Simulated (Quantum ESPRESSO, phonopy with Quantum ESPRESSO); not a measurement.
# LiCl (Fm-3m): a volume series of phonon spectra, part 6 of 9

Wanted: mode Grüneisen parameters of LiCl and a free-energy fit over volumes.

Measurements to reproduce:
- volume expansion coefficient 131.4 1e-6/K and heat capacity C_P per formula unit 48.1 J/mol/K near room temperature (given in “High-Throughput Prediction of Finite-Temperature Properties using the Quasi-Harmonic Approximation”, 2016, arXiv:1603.06924)
- volume expansion coefficient 131.1 1e-6/K near room temperature (given in “Descriptors for thermal expansion in solids”, 2017, arXiv:1701.03966)

Quantum ESPRESSO 7.5; DFT PBE, scalar-relativistic, plane waves, GBRV ultrasoft pseudopotentials.

So far. Step 5 (Zone-centre response): The Born charges sum to zero within 0.0055 e; the rest is removed before use. Acoustic frequencies in this log differ from zero by the error of the sum rule, which ph.x does not impose. Step 6 (A displaced supercell): At this level the gap is 6.26 eV on the k-mesh of the self-consistent run, which can miss the band edges.

The database entry behind the starting cell differs from later determinations by our own check (0.1 to 0.3 % short, probably kX units), so it need not match the best structure at ambient conditions.

### Step 8. Phonons, V/V0 1

This step: DFT PBE, scalar-relativistic, plane waves, GBRV ultrasoft pseudopotentials (phonopy with Quantum ESPRESSO 4.10.0 / 7.5).

Elapsed: 26 min, on 4 threads of Arm Neoverse V1, shared host.

Numbers from this step:

* point group: m-3m
* highest frequency: 387.9 cm⁻¹
* Debye temperature from the second moment: 361 K
* lowest frequency on the path: 0 cm⁻¹
* zero-point energy: 0.0672 eV/cell
* Γ frequencies: 0, 0, 0, 168.2, 168.2, 168.2 cm⁻¹ (negative: imaginary)

Phonopy, LO-TO term from ph.x's tensors. Phonon branches along the path, in cm⁻¹:

| point | branch 1 | branch 2 | branch 3 | branch 4 | branch 5 | branch 6 |
| --- | --- | --- | --- | --- | --- | --- |
| Γ | 0 | 0 | 0 | 168 | 168 | 383 |
| X | 131 | 131 | 164 | 165 | 165 | 195 |
| U | 127 | 165 | 178 | 180 | 190 | 240 |
| jump to K | 127 | 165 | 178 | 180 | 190 | 240 |
| Γ | 0 | 0 | 0 | 168 | 168 | 383 |
| L | 105 | 105 | 192 | 192 | 203 | 388 |
| W | 142 | 168 | 168 | 190 | 190 | 232 |
| X | 131 | 131 | 164 | 165 | 165 | 195 |

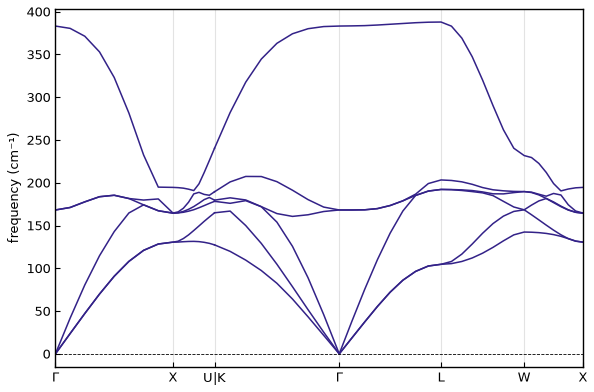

Phonon branches along the path.

Harmonic. Thermo, by row:

| T (K) | F_vib (meV/atom) | S (J/mol-atom/K) | C_V (J/mol-atom/K) |
| --- | --- | --- | --- |
| 0 | 33.6 | 0 | 0 |
| 50 | 33.32 | 2.159 | 5.696 |
| 100 | 30.42 | 9.277 | 14.95 |
| 150 | 23.76 | 16.28 | 19.33 |
| 200 | 13.75 | 22.17 | 21.45 |
| 250 | 0.95 | 27.09 | 22.59 |
| 300 | -14.2 | 31.27 | 23.26 |
| 350 | -31.36 | 34.89 | 23.68 |
| 400 | -50.28 | 38.07 | 23.96 |
| 450 | -70.76 | 40.91 | 24.16 |
| 500 | -92.63 | 43.46 | 24.31 |
| 550 | -115.8 | 45.78 | 24.41 |
| 600 | -140 | 47.91 | 24.5 |
| 650 | -165.4 | 49.87 | 24.56 |
| 700 | -191.7 | 51.69 | 24.61 |
| 750 | -218.9 | 53.39 | 24.65 |
| 800 | -247 | 54.99 | 24.69 |
| 850 | -275.9 | 56.48 | 24.72 |
| 900 | -305.6 | 57.9 | 24.74 |
| 950 | -335.9 | 59.23 | 24.76 |
| 1000 | -366.9 | 60.51 | 24.78 |

The modes has structure finer than the step of the table below, so its rows give means over 25 cm⁻¹, whole bins alone (the curve runs from -10 to 410 cm⁻¹). Peaks (cm⁻¹: height): Cl 129.8: 0.0338, 182.6: 0.0442; Li 185.2: 0.0727.

Phonopy on the run's constants, 19x19x19 mesh, Gaussian sigma 3.0 cm⁻¹. The modes by wavenumber; means over each step; values in 1/cm⁻¹/cell:

| wavenumber (cm⁻¹) | Cl | Li |
| --- | --- | --- |
| 25 | 7.0e-4 | 1.3e-4 |
| 50 | 0.00272 | 4.4e-4 |
| 75 | 0.00699 | 8.0e-4 |
| 100 | 0.0212 | 0.00111 |
| 125 | 0.0312 | 0.00165 |
| 150 | 0.0181 | 0.00177 |
| 175 | 0.0274 | 0.0481 |
| 200 | 0.0100 | 0.0294 |
| 225 | 1.0e-4 | 0.00261 |
| 250 | 8.5e-5 | 0.00372 |
| 275 | 1.1e-4 | 0.00458 |
| 300 | 1.4e-4 | 0.00495 |
| 325 | 2.1e-4 | 0.00588 |
| 350 | 3.5e-4 | 0.00693 |
| 375 | 6.2e-4 | 0.00766 |

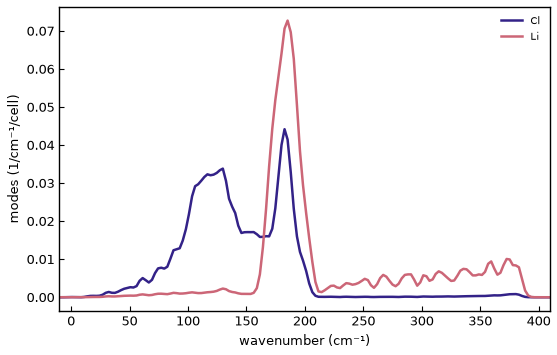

Modes against wavenumber.

No LO-TO term. Modes at Γ, with each element's share of the kinetic energy:

| mode | frequency (cm⁻¹) | symmetry | Li % | Cl % |
| --- | --- | --- | --- | --- |
| 1 | 0.0 | T1u | 16 | 84 |
| 2 | 0.0 | T1u | 16 | 84 |
| 3 | 0.0 | T1u | 16 | 84 |
| 4 | 168.2 | T1u | 84 | 16 |
| 5 | 168.2 | T1u | 84 | 16 |
| 6 | 168.2 | T1u | 84 | 16 |

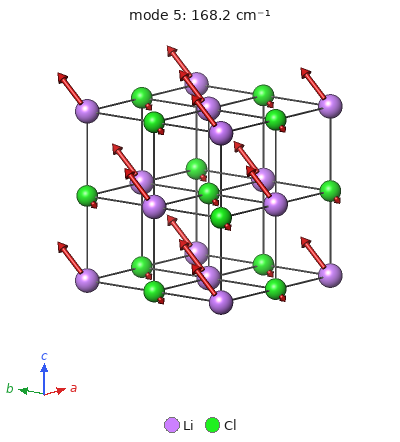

Displacement patterns of mode 5 at Γ; arrows are exaggerated. Some periodic images of atoms are drawn too.

No mode is imaginary beyond numerical noise along the path.

The time given is that of the 2 pw.x runs on displaced cells behind this step.

The supercell is 8.9 Å across at its narrowest and was not tested against a larger one: only its own wavevectors are exact, and acoustic branches between them, with the entropy at low temperature, can be off.

### Step 9. Self-consistent run, V/V0 1.015

A tight ground state at this cell gives the energy of this member; its pressure is the stress at this cutoff, which can carry an offset from the finite basis.

This step: DFT PBE, scalar-relativistic, plane waves, GBRV ultrasoft pseudopotentials (Quantum ESPRESSO 7.5).

System of this step: LiCl. Symmetry: Fm-3m, No. 225, cubic system. The conventional cell has a = 5.174 Å, b = 5.174 Å, c = 5.174 Å, α = 90.00°, β = 90.00°, γ = 90.00°. Li has 6 Cl at 2.59 Å nearest. Cl has 6 Li at 2.59 Å nearest. Farther neighbours and most contacts between anions are not listed.

File scf.in:

```
&CONTROL
  calculation = 'scf'
  prefix      = 'x'
  outdir      = './tmp'
  pseudo_dir  = './pseudo'
  tprnfor     = .true.
  tstress     = .true.
/
&SYSTEM
  ibrav       = 0
  nat         = 2
  ntyp        = 2
  ecutwfc     = 45.0
  ecutrho     = 270.0
  occupations = 'fixed'
  nbnd        = 7
/
&ELECTRONS
  conv_thr         = 1.0d-12
  mixing_beta      = 0.7
  electron_maxstep = 100
/
ATOMIC_SPECIES
 Li      6.9400  Li.upf
 Cl     35.4500  Cl.upf
CELL_PARAMETERS angstrom
     0.000000000    2.587123041    2.587123041
     2.587123041    0.000000000    2.587123041
     2.587123041    2.587123041    0.000000000
ATOMIC_POSITIONS crystal
 Li     0.000000000   0.000000000   0.000000000
 Cl     0.500000000   0.500000000   0.500000000
K_POINTS automatic
 8 8 8 0 0 0
```

Command:

```bash
OMP_NUM_THREADS=1 mpirun -n 4 pw.x -nk 4 -in scf.in > scf.out
```

The log of the run:

```text
[banner, memory and clock lines left out]
Program PWSCF v.7.5

     Message from routine setup:
     using ibrav=0 with symmetry is DISCOURAGED, use correct ibrav instead

     G-vector sticks info

     bravais-lattice index     =            0
     lattice parameter (alat)  =       6.9140  a.u.
     unit-cell volume          =     233.7103 (a.u.)^3
     number of atoms/cell      =            2
     number of atomic types    =            2
     number of electrons       =        10.00
[...]
Total force =     0.000000     Total SCF correction =     0.000000

     Computing stress (Cartesian axis) and pressure

     negative rho (up, down):  1.453E-02 0.000E+00
          total   stress  (Ry/bohr**3)                   (kbar)     P=       -4.59
  -0.00003117   0.00000000  -0.00000000           -4.59        0.00       -0.00
   0.00000000  -0.00003117  -0.00000000            0.00       -4.59       -0.00
  -0.00000000  -0.00000000  -0.00003117           -0.00       -0.00       -4.59

     XML data file, charge density, pseudopotentials, collected wavefunctions
[key lines of the parts left out:]
!    total energy              =     -48.03144984 Ry
convergence has been achieved in  10 iterations
```

The job ended after 3.4 s (4 MPI ranks).

At this level the gap is 6.18 eV on the k-mesh of the self-consistent run, which can miss the band edges.

### Step 10. Born charges and dielectric tensor

In a polar crystal the Born charges and ε∞ give the long-range dipole term that a finite supercell misses. They are those of this k-mesh and were not tested on a denser one; where the gap is small they converge slowly, and the LO modes with them.

File ph.in:

```
phonons
&INPUTPH
  prefix = 'x'
  outdir = './tmp'
  fildyn = 'x.dyn'
  tr2_ph = 1.0d-18
  epsil  = .true.
/
0.000000000 0.000000000 0.000000000
```

scf.in is that of step 9.

Command:

```bash
OMP_NUM_THREADS=1 mpirun -n 4 ph.x -nk 4 -in ph.in > ph.out
```

The log of the run:

```text
[banner, memory and clock lines left out]
Program PHONON v.7.5

     ./tmp/x.save/

     IMPORTANT: XC functional enforced from input :
     Exchange-correlation= PBE
                           (   1   4   3   4   0   0   0)
     Any further DFT definition will be discarded
     Please, verify this is what you really want

     G-vector sticks info

     negative rho (up, down):  1.453E-02 0.000E+00
     Reading collected, re-writing distributed wavefunctions in ./tmp/

     Number and degeneracy of irreps per q-point
[...]
freq (    1) =      -0.082039 [THz] =      -2.736514 [cm-1]
     freq (    2) =      -0.082039 [THz] =      -2.736514 [cm-1]
     freq (    3) =      -0.082039 [THz] =      -2.736514 [cm-1]
     freq (    4) =       4.718024 [THz] =     157.376342 [cm-1]
     freq (    5) =       4.718024 [THz] =     157.376342 [cm-1]
     freq (    6) =       4.718024 [THz] =     157.376342 [cm-1]
 **************************************************************************

     Mode symmetry, O_h (m-3m)  point group:

     freq (   1-   3) =         -2.7  [cm-1]   --> T_1u G_15  G_4- I
     freq (   4-   6) =        157.4  [cm-1]   --> T_1u G_15  G_4- I
```

Run time: 41 s. Hardware: 4 MPI ranks.

The Born charges sum to zero within 0.0052 e; the rest is removed before use. Acoustic frequencies in this log differ from zero by the error of the sum rule, which ph.x does not impose.

### Step 11. Forces on a displaced cell

One atom (for the harmonic constants) or a pair of atoms (for the cubic ones) is moved by a few hundredths of an ångström; the forces on all atoms give a column of force constants. The threshold is tight because the forces are small.

System of this step: LiCl. The cell holds 54 atoms: 27 Li and 27 Cl. Its edges and angles: a = 10.976 Å, b = 10.976 Å, c = 10.976 Å, α = 60.0°, β = 60.0°, γ = 60.0°. It derives from LiCl, repeated 3×3×3.

File disp-00001.in:

```
&CONTROL
  calculation = 'scf'
  prefix      = 'x'
  outdir      = './tmp'
  pseudo_dir  = './pseudo'
  tprnfor     = .true.
  disk_io     = 'none'
/
&SYSTEM
  ibrav       = 0
  nat         = 54
  ntyp        = 2
  ecutwfc     = 45.0
  ecutrho     = 270.0
  occupations = 'fixed'
  nbnd        = 137
/
&ELECTRONS
  conv_thr         = 1.0d-11
  mixing_beta      = 0.7
  electron_maxstep = 100
/
ATOMIC_SPECIES
 Li      6.9400  Li.upf
 Cl     35.4500  Cl.upf
CELL_PARAMETERS angstrom
     0.000000000    7.761369122    7.761369122
     7.761369122    0.000000000    7.761369122
     7.761369122    7.761369122    0.000000000
ATOMIC_POSITIONS crystal
 Li     0.001822119   0.000000000   0.000000000
 Li     0.333333333   0.000000000   0.000000000
 Li     0.666666667   0.000000000   0.000000000
 Li     0.000000000   0.333333333   0.000000000
 Li     0.333333333   0.333333333   0.000000000
 Li     0.666666667   0.333333333   0.000000000
 Li     0.000000000   0.666666667   0.000000000
 Li     0.333333333   0.666666667   0.000000000
 Li     0.666666667   0.666666667   0.000000000
 Li     0.000000000   0.000000000   0.333333333
 Li     0.333333333   0.000000000   0.333333333
 Li     0.666666667   0.000000000   0.333333333
 Li     0.000000000   0.333333333   0.333333333
 Li     0.333333333   0.333333333   0.333333333
 Li     0.666666667   0.333333333   0.333333333
 Li     0.000000000   0.666666667   0.333333333
 Li     0.333333333   0.666666667   0.333333333
 Li     0.666666667   0.666666667   0.333333333
 Li     0.000000000   0.000000000   0.666666667
 Li     0.333333333   0.000000000   0.666666667
 Li     0.666666667   0.000000000   0.666666667
 Li     0.000000000   0.333333333   0.666666667
 Li     0.333333333   0.333333333   0.666666667
 Li     0.666666667   0.333333333   0.666666667
 Li     0.000000000   0.666666667   0.666666667
 Li     0.333333333   0.666666667   0.666666667
 Li     0.666666667   0.666666667   0.666666667
 Cl     0.166666667   0.166666667   0.166666667
 Cl     0.500000000   0.166666667   0.166666667
 Cl     0.833333333   0.166666667   0.166666667
 Cl     0.166666667   0.500000000   0.166666667
 Cl     0.500000000   0.500000000   0.166666667
 Cl     0.833333333   0.500000000   0.166666667
 Cl     0.166666667   0.833333333   0.166666667
 Cl     0.500000000   0.833333333   0.166666667
 Cl     0.833333333   0.833333333   0.166666667
 Cl     0.166666667   0.166666667   0.500000000
 Cl     0.500000000   0.166666667   0.500000000
 Cl     0.833333333   0.166666667   0.500000000
 Cl     0.166666667   0.500000000   0.500000000
 Cl     0.500000000   0.500000000   0.500000000
 Cl     0.833333333   0.500000000   0.500000000
 Cl     0.166666667   0.833333333   0.500000000
 Cl     0.500000000   0.833333333   0.500000000
 Cl     0.833333333   0.833333333   0.500000000
 Cl     0.166666667   0.166666667   0.833333333
 Cl     0.500000000   0.166666667   0.833333333
 Cl     0.833333333   0.166666667   0.833333333
 Cl     0.166666667   0.500000000   0.833333333
 Cl     0.500000000   0.500000000   0.833333333
 Cl     0.833333333   0.500000000   0.833333333
 Cl     0.166666667   0.833333333   0.833333333
 Cl     0.500000000   0.833333333   0.833333333
 Cl     0.833333333   0.833333333   0.833333333
K_POINTS automatic
 2 2 2 0 0 0
```

Command:

```bash
OMP_NUM_THREADS=1 mpirun -n 2 pw.x -nk 2 -in disp-00001.in > disp-00001.out
```

The log of the run:

```text
[banner, memory and clock lines left out]
Program PWSCF v.7.5

     Message from routine setup:
     using ibrav=0 with symmetry is DISCOURAGED, use correct ibrav instead

     G-vector sticks info

     bravais-lattice index     =            0
     lattice parameter (alat)  =      20.7421  a.u.
     unit-cell volume          =    6310.1780 (a.u.)^3
     number of atoms/cell      =           54
     number of atomic types    =            2
     number of electrons       =       270.00
[...]
atom    1 type  1   force =     0.00000000   -0.00069879   -0.00069879
     atom    2 type  1   force =    -0.00000000    0.00015536    0.00015536
     atom    3 type  1   force =     0.00000000    0.00015309    0.00015309
[...]
atom   53 type  2   force =     0.00006176   -0.00003190   -0.00003190
     atom   54 type  2   force =    -0.00006123   -0.00003182   -0.00003182

     Total force =     0.001275     Total SCF correction =     0.000000
     Message from routine punch:
     Nothing written, as per user request (disk_io='none')
[key lines of the parts left out:]
!    total energy              =   -1296.84889013 Ry
convergence has been achieved in  14 iterations
```

Run time: 28 min. Hardware: 2 MPI ranks.

### Step 12. Lattice dynamics at this volume, V/V0 1.015

This step: DFT PBE, scalar-relativistic, plane waves, GBRV ultrasoft pseudopotentials (phonopy with Quantum ESPRESSO 4.10.0 / 7.5).

Run time: 28 min. Hardware: 4 threads; 1.8 h of CPU time.

No mode is imaginary beyond numerical noise along the path. The highest zone-centre mode (no LO–TO term) moved by -6.4 % for a volume change of +1.5 %.

The time given is that of the 2 pw.x runs on displaced cells behind this step.

### Step 13. Ground state at this cell, V/V0 0.985

A tight ground state at this cell gives the energy of this member; its pressure is the stress at this cutoff, which can carry an offset from the finite basis.

This step: DFT PBE, scalar-relativistic, plane waves, GBRV ultrasoft pseudopotentials (Quantum ESPRESSO 7.5).

System of this step: LiCl. Symmetry: Fm-3m, No. 225, cubic system. Conventional cell: a = 5.123 Å, b = 5.123 Å, c = 5.123 Å, α = 90.00°, β = 90.00°, γ = 90.00°. Nearest to Li lie 6 Cl at 2.56 Å. Nearest to Cl lie 6 Li at 2.56 Å. Farther neighbours and most contacts between anions are not listed.

Edit scf.in of step 10 so:

```diff
@@ -26,5 +26,5 @@
 CELL_PARAMETERS angstrom
-     0.000000000    2.587123041    2.587123041
-     2.587123041    0.000000000    2.587123041
-     2.587123041    2.587123041    0.000000000
+     0.000000000    2.561378815    2.561378815
+     2.561378815    0.000000000    2.561378815
+     2.561378815    2.561378815    0.000000000
 ATOMIC_POSITIONS crystal
```

Command:

```bash
OMP_NUM_THREADS=1 mpirun -n 4 pw.x -nk 4 -in scf.in > scf.out
```

The log of the run:

```text
[banner, memory and clock lines left out]
Program PWSCF v.7.5

     Message from routine setup:
     using ibrav=0 with symmetry is DISCOURAGED, use correct ibrav instead

     G-vector sticks info

     bravais-lattice index     =            0
     lattice parameter (alat)  =       6.8452  a.u.
     unit-cell volume          =     226.8026 (a.u.)^3
     number of atoms/cell      =            2
     number of atomic types    =            2
     number of electrons       =        10.00
[...]
Total force =     0.000000     Total SCF correction =     0.000000

     Computing stress (Cartesian axis) and pressure

     negative rho (up, down):  1.451E-02 0.000E+00
          total   stress  (Ry/bohr**3)                   (kbar)     P=        4.98
   0.00003383  -0.00000000  -0.00000000            4.98       -0.00       -0.00
  -0.00000000   0.00003383  -0.00000000           -0.00        4.98       -0.00
  -0.00000000  -0.00000000   0.00003383           -0.00       -0.00        4.98

     XML data file, charge density, pseudopotentials, collected wavefunctions
[key lines of the parts left out:]
!    total energy              =     -48.03144051 Ry
convergence has been achieved in  10 iterations
```

Elapsed: 3.4 s, on 4 MPI ranks; 13 s of CPU time.

The run ends at a pressure of 0.50 GPa.

### Step 14. Born charges and dielectric tensor

In a polar crystal the Born charges and ε∞ give the long-range dipole term that a finite supercell misses. They are those of this k-mesh and were not tested on a denser one; where the gap is small they converge slowly, and the LO modes with them.

ph.in is that of step 10.

scf.in is that of step 13.

Command:

```bash
OMP_NUM_THREADS=1 mpirun -n 4 ph.x -nk 4 -in ph.in > ph.out
```

The log of the run:

```text
[banner, memory and clock lines left out]
Program PHONON v.7.5

     ./tmp/x.save/

     IMPORTANT: XC functional enforced from input :
     Exchange-correlation= PBE
                           (   1   4   3   4   0   0   0)
     Any further DFT definition will be discarded
     Please, verify this is what you really want

     G-vector sticks info

     negative rho (up, down):  1.451E-02 0.000E+00
     Reading collected, re-writing distributed wavefunctions in ./tmp/

     Number and degeneracy of irreps per q-point
[...]
freq (    1) =      -0.251254 [THz] =      -8.380915 [cm-1]
     freq (    2) =      -0.251254 [THz] =      -8.380915 [cm-1]
     freq (    3) =      -0.251254 [THz] =      -8.380915 [cm-1]
     freq (    4) =       5.354140 [THz] =     178.594871 [cm-1]
     freq (    5) =       5.354140 [THz] =     178.594871 [cm-1]
     freq (    6) =       5.354140 [THz] =     178.594871 [cm-1]
 **************************************************************************

     Mode symmetry, O_h (m-3m)  point group:

     freq (   1-   3) =         -8.4  [cm-1]   --> T_1u G_15  G_4- I
     freq (   4-   6) =        178.6  [cm-1]   --> T_1u G_15  G_4- I
```

Run time: 39 s. Hardware: 4 MPI ranks; 2.6 min of CPU time.

ε∞:

```
2.97 0.00 0.00
0.00 2.97 0.00
0.00 0.00 2.97
```

The Born charges sum to zero within 0.0054 e; the rest is removed before use. Acoustic frequencies in this log differ from zero by the error of the sum rule, which ph.x does not impose.

### Step 15. Forces on a displaced cell

One atom (for the harmonic constants) or a pair of atoms (for the cubic ones) is moved by a few hundredths of an ångström; the forces on all atoms give a column of force constants. The threshold is tight because the forces are small.

System of this step: LiCl. The cell holds 54 atoms: 27 Li and 27 Cl. Cell: a = 10.867 Å, b = 10.867 Å, c = 10.867 Å, α = 60.0°, β = 60.0°, γ = 60.0°. It derives from LiCl, repeated 3×3×3.

Edit disp-00001.in of step 11 so:

```diff
@@ -26,7 +26,7 @@
 CELL_PARAMETERS angstrom
-     0.000000000    7.761369122    7.761369122
-     7.761369122    0.000000000    7.761369122
-     7.761369122    7.761369122    0.000000000
+     0.000000000    7.684136445    7.684136445
+     7.684136445    0.000000000    7.684136445
+     7.684136445    7.684136445    0.000000000
 ATOMIC_POSITIONS crystal
- Li     0.001822119   0.000000000   0.000000000
+ Li     0.001840433   0.000000000   0.000000000
  Li     0.333333333   0.000000000   0.000000000
```

Command:

```bash
OMP_NUM_THREADS=1 mpirun -n 2 pw.x -nk 2 -in disp-00001.in > disp-00001.out
```

The log of the run:

```text
[banner, memory and clock lines left out]
Program PWSCF v.7.5

     Message from routine setup:
     using ibrav=0 with symmetry is DISCOURAGED, use correct ibrav instead

     G-vector sticks info

     bravais-lattice index     =            0
     lattice parameter (alat)  =      20.5357  a.u.
     unit-cell volume          =    6123.6703 (a.u.)^3
     number of atoms/cell      =           54
     number of atomic types    =            2
     number of electrons       =       270.00
[...]
atom    1 type  1   force =     0.00000000   -0.00078793   -0.00078793
     atom    2 type  1   force =    -0.00000000    0.00015797    0.00015797
     atom    3 type  1   force =    -0.00000000    0.00015564    0.00015564
[...]
atom   53 type  2   force =     0.00006196   -0.00003181   -0.00003181
     atom   54 type  2   force =    -0.00006129   -0.00003179   -0.00003179

     Total force =     0.001391     Total SCF correction =     0.000001
     Message from routine punch:
     Nothing written, as per user request (disk_io='none')
[key lines of the parts left out:]
!    total energy              =   -1296.84857775 Ry
convergence has been achieved in  13 iterations
```

Wall time 25 min (2 MPI ranks).

### Step 16. Phonons, V/V0 0.985

This step: DFT PBE, scalar-relativistic, plane waves, GBRV ultrasoft pseudopotentials (phonopy with Quantum ESPRESSO 4.10.0 / 7.5).

Wall time 25 min (4 threads).

No mode is imaginary beyond numerical noise along the path. The highest zone-centre mode (no LO–TO term) moved by +6.4 % for a volume change of -1.5 %.

The time given is that of the 2 pw.x runs on displaced cells behind this step.

(Continued in part 7 of 9.)

[Logs are printed without paths, hosts, clocks, repeated set-up lines and the standing remarks that a program may print on its own settings, such as how far it seeks lower states.]

[Hosts, paths, dates, database ids (printed as entryN), source tags and the programs' standing remarks are cut or masked in the printed files.]

[A step with changed settings may run another functional than the one named; its input shows which.]

[Of the runs on displaced cells, only some may be shown.]
